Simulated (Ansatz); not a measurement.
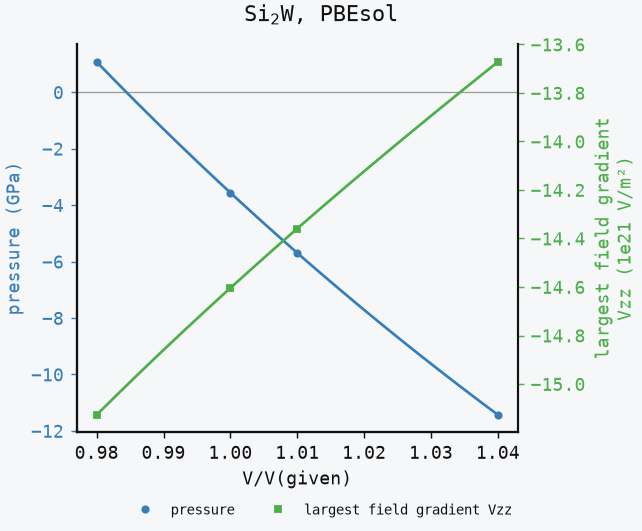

The plot gives the computed pressure and largest field gradient Vzz against V/V(given) for Si₂W, space group I4/mmm (No. 139).

Cell as given: a = 4.548 Å, b = 4.548 Å, c = 4.548 Å, α = 138.64°, β = 138.64°, γ = 59.92°; 3 atoms.

How it was computed, with Ansatz 0.2.0: periodic Kohn-Sham DFT of a crystal at fixed atoms, scaled to the stated factor times the given cell; pressure positive in compression. Level: PBEsol.

method all-electron PAW; relativity scalar; k mesh 18×18×18; occupations Fermi–Dirac; smearing width 0.03 eV; nucleus Gaussian.

V(given) is 13.55 Å³/atom.

What does the pressure do across the range?

It falls from 1.1 GPa at V/V(given) 0.98 to −11.4 GPa at 1.04, and changes sign near 0.98.

How does the largest field gradient Vzz vary with V/V(given)?

It rises from −15.127 1e21 V/m² at V/V(given) 0.98 to −13.672 1e21 V/m² at 1.04.

Caveats: field gradient without spin-orbit coupling on heavy atoms; no gap: field gradients move with the k mesh; no spin-orbit coupling on heavy atoms; shape and atomic fractions are frozen while scaling, which makes layered, chain and framework solids too stiff.
